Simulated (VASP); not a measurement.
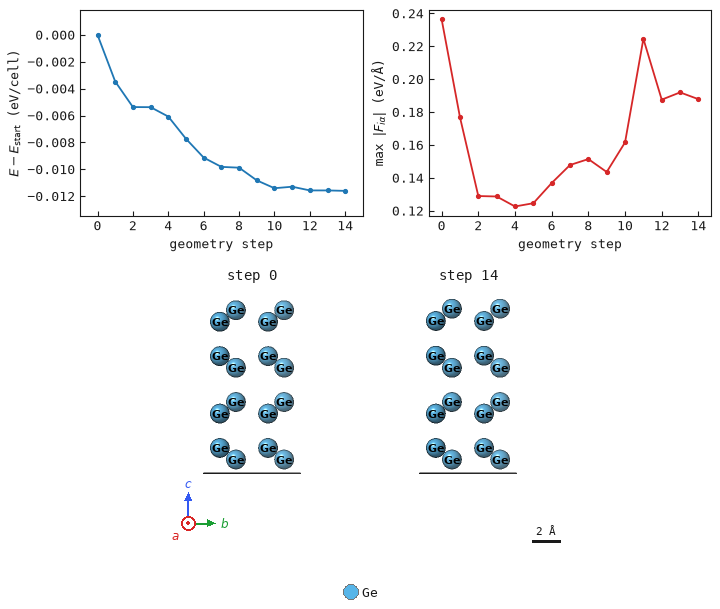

First and last geometry of a relaxation of a slab of composition Ge, with the history of the run. A spheres-only model of the 2 × 2 repeat of the cell, outlined in the plane, without the vacuum, seen along the a axis.

The run lets the atoms move in a fixed cell. 4 atoms are held fixed.

All numbers below come from Kohn-Sham DFT of a periodic cell, PBE with D3(BJ), VASP PAW PBE potentials, recommended in VASP 6.6.1.

Input file:
```
PREC = Accurate
ENCUT = 520
EDIFF = 1E-7
ISMEAR = 0
SIGMA = 0.05
LREAL = False
LASPH = True
NELM = 60
ALGO = Fast
ISIF = 2
LWAVE = False
LCHARG = False
LDIPOL = True
IDIPOL = 3
DIPOL = 0.5 0.5 0.500
GGA = PE
IVDW = 12
IBRION = 2
NSW = 40
EDIFFG = -0.01
```

Command:
```bash
cat potpaw_PBE.64/Ge_d/POTCAR > POTCAR
mpirun -np 1 vasp_std > vasp.out
```

Question: Did the run converge, and what did it change?

Answer: It converged. A Ge atom moves most: 0.11 Å along the normal (+c). The lattice vectors keep their values. Near-neighbour distances that change, for instance: Ge–Ge 2.469 → 2.493 Å, Ge–Ge 2.453 → 2.472 Å, Ge–Ge 2.469 → 2.459 Å. After 14 geometry steps the energy has fallen by 11.6 meV per cell of the calculation. Largest force component: 0.24 eV/Å at the start, 0.19 eV/Å at the end. It ran on 1 thread of Intel(R) Xeon(R) 6975P-C (Granite Rapids), on a shared host.
